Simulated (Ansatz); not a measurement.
# Energy of Ir along an even scaling of the cell

System: Ir (P6₃/mmc, 4 atoms in the cell).
Method: DFT, BLYP, plane waves (420 eV) with PAW, scalar-relativistic, no spin polarisation (Ansatz 0.2.0).

The 7 runs differ only in the geometry, by an even scaling of the cell at fixed fractional positions.

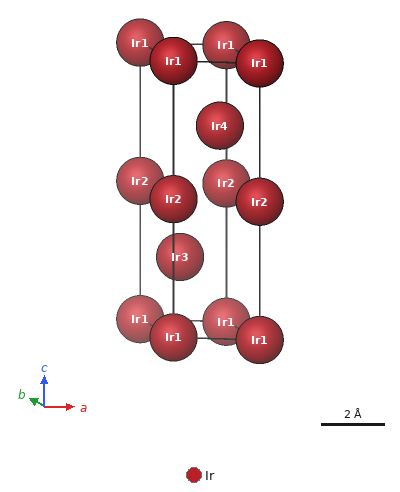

Figure 1. The structure of run 4 (spheres-only view of the cell of the calculation, seen slightly off an axis; atoms are numbered from 1 in the order of the input).

### Input of run 4
```yaml
crystal:
  lattice:
    - [2.7855558338, 0.0, 0.0]
    - [-1.3927779169, 2.4123621157, 0.0]
    - [0.0, 0.0, 9.1023465597]
  atoms:
    - { symbol: Ir, position: [1.0, 1.0, 1.0] }
    - { symbol: Ir, position: [1.0, 1.0, 0.5] }
    - { symbol: Ir, position: [0.3333333333, 0.6666666667, 0.25] }
    - { symbol: Ir, position: [0.6666666667, 0.3333333333, 0.75] }
hamiltonian:
  xc: blyp
  pseudopotentials:
    kind: paw
    azcp:
      Ir: "pseudopotentials/Ir.paw.azcp"
basis:
  ecutwfc: 420
  fft_grid_basis: typed
kpoints:
  mp_grid: { grid: [15, 15, 4], shift: [0, 0, 0] }
magnetization:
  spin_polarized: false
scf:
  occupations: { method: fermi_dirac, width: 0.1 }
  lower_state_search: "off"
output:
  stress: true
```

Run 5 differs from it as follows:
```diff
-    - [2.7855558338, 0.0, 0.0]
-    - [-1.3927779169, 2.4123621157, 0.0]
-    - [0.0, 0.0, 9.1023465597]
+    - [2.8222120879, 0.0, 0.0]
+    - [-1.4111060439, 2.444107363, 0.0]
+    - [0.0, 0.0, 9.2221280138]
```

### Results, with one run withheld

| run | volume per atom (Å³) | free energy per atom, from the lowest run given (meV) | pressure (GPa) |
| --- | --- | --- | --- |
| 1 | 13.456 | 257.67 | 51.37 |
| 2 | 14.068 | 104.29 | 29.86 |
| 3 | 14.680 | 23.70 | 13.05 |
| 4 | 15.291 | 0.00 | −0.08 |
| 5 | 15.903 | ? | ? |
| 6 | 16.515 | 75.82 | −18.24 |
| 7 | 17.126 | 157.62 | −24.34 |

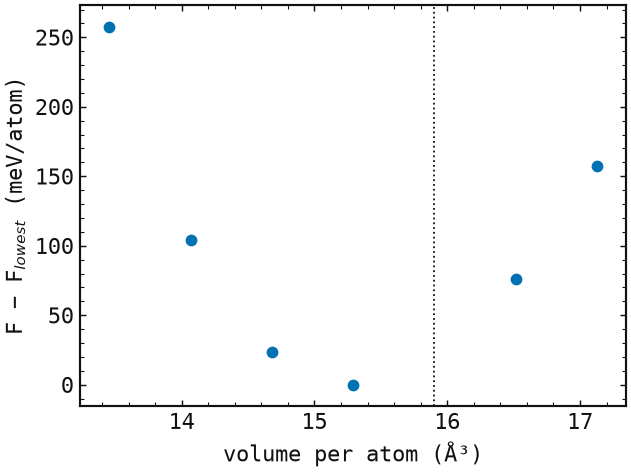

Figure 2. Free energy per atom of the runs given; the dotted line marks run 5.

Fit the runs given and predict run 5.

A cubic polynomial in V^(−2/3) (the Birch–Murnaghan form), fitted to the 6 runs given, misses them by at most 0.06 meV per atom. With x = V^(−2/3) − 0.16370 Å⁻², it reads F = 2.2097 + 3213.1 x + 1.1944e+06 x² + 4.3598e+06 x³ (meV per atom). At run 5 it gives 20.62 meV per atom, and the run itself gives 20.67. The slope of the fit gives a pressure −dF/dV of −10.29 GPa there, and the run prints −10.31 GPa. The fit has its minimum at 15.288 Å³ per atom, where V d²F/dV² gives 289 GPa. Cell shape and fractional positions are held, so this is the stiffness under even scaling; the relaxed bulk modulus wasn't computed.

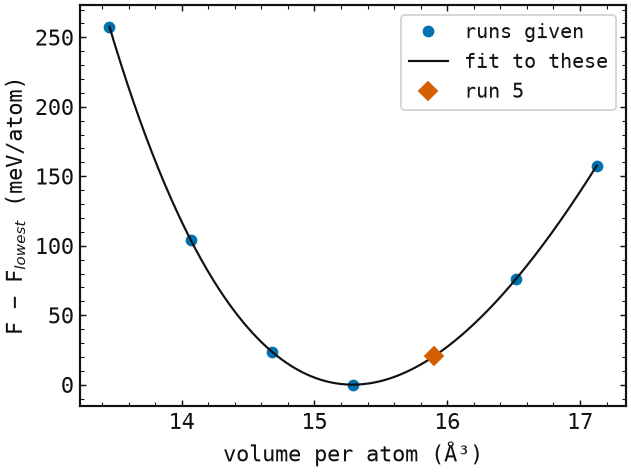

Figure 3. The fit and the withheld run.

### Output, shortened to warnings, some set-up lines, iterations and results (run 5)
```
Basis set: ecut = 420 eV, 1255 PW (Γ), exchange–correlation on 40×40×128 points (8 copies of the dense FFT grid, shifted against one another)
Symmetry: 24 space group operations
k-points: 81 of 900
Initial density: superposition of atomic densities (neutral atoms: chi_scale 0, normalization atom), corrected by the library's trained network
[...]
SCF iter   1: F=—  HF=-47842.765994 eV  |F-HF|=—  |Δ(HF+E_count)|=         —  Δρ=1.15e-2  dr2=7.11e-2  ethr=1.77e-3  ⟨swp⟩=5.3  Hψ=10560  notcnv=0  defer=6
SCF iter   2: F=—  HF=-47842.760213 eV  |F-HF|=—  |Δ(HF+E_count)|=   5.78e-3  Δρ=6.38e-3  dr2=2.07e-2  ethr=1.05e-4  ⟨swp⟩=2.2  Hψ=4957  notcnv=0  defer=9
SCF iter   3: F=—  HF=-47842.758474 eV  |F-HF|=—  |Δ(HF+E_count)|=   1.74e-3  Δρ=1.00e-3  dr2=4.01e-4  ethr=3.04e-5  ⟨swp⟩=2.0  Hψ=4725  notcnv=0  defer=9
SCF iter   4: F=—  HF=-47842.758565 eV  |F-HF|=—  |Δ(HF+E_count)|=   9.09e-5  Δρ=1.66e-4  dr2=1.16e-5  ethr=5.90e-7  ⟨swp⟩=2.4  Hψ=4601  notcnv=0  defer=9
SCF iter   5: F=—  HF=-47842.758580 eV  |F-HF|=—  |Δ(HF+E_count)|=   1.49e-5  Δρ=3.52e-5  dr2=6.27e-7  ethr=1.70e-8  ⟨swp⟩=2.0  Hψ=4456  notcnv=0  defer=9
SCF iter   6: F=-47842.758580 eV  HF=-47842.758580 eV  |F-HF|=1.32e-8  |Δ(HF+E_count)|=   4.47e-7  Δρ=8.17e-6  dr2=3.27e-8  ethr=1.47e-10  ⟨swp⟩=4.1  Hψ=10852  notcnv=0
SCF 1 converged in 6 iterations: F = -47842.758580 eV  dr2 = 3.27e-8
SCF converged after 6 iterations
Free energy (F): -47842.758580 eV
Harris-Foulkes:  -47842.758580 eV  (|F-HF|=1.32e-8)
Internal energy: -47842.599591 eV  (E = F + TS)
E sigma→0 (E₀):  -47842.679086 eV
Entropy (-TS):   -0.158989 eV (-39.747 meV/atom)
Fermi energy:    22.742657 eV
--- Per-component energies (eV) ---
  E_band       = -501.474223
  E_kinetic    = 2482.110405
  E_local      = -4805.134806  (includes V_loc(G=0)·N_el)
  E_nonlocal   = 286.949597
  E_hartree    = 1814.071960
  E_xc         = -1051.036867
  E_vxc        = -1171.709505  (∫ρ·V_xc dr)
  E_paw        = -37011.060544  (= ΣΔE_a)
  E_vpaw       = -921.841340  (= ΣTr[D̂ρ^β])
  E_aug_tail   = 0.000178  (compensation charges beyond the density's cutoff)
  E_ewald      = -9559.100119
  E_core_change = 0.600604  (= ΣΔE_core)
  E_smearing   = -0.158989  (= −TS)
  E_closure    = -0.000000  (closes the sum)
  Σ components = -47842.758580   (vs F -47842.758580, Δ=0.00e0)
--- Stress (GPa, compression-positive) ---
      -10.268263      -0.000000       0.000000
       -0.000000     -10.268263       0.000000
        0.000000       0.000000     -10.399954
  P = ⅓ Tr σ = -10.3122 GPa (-103.122 kbar)
```

Notes: Spin–orbit coupling is left out, which matters for Ir.
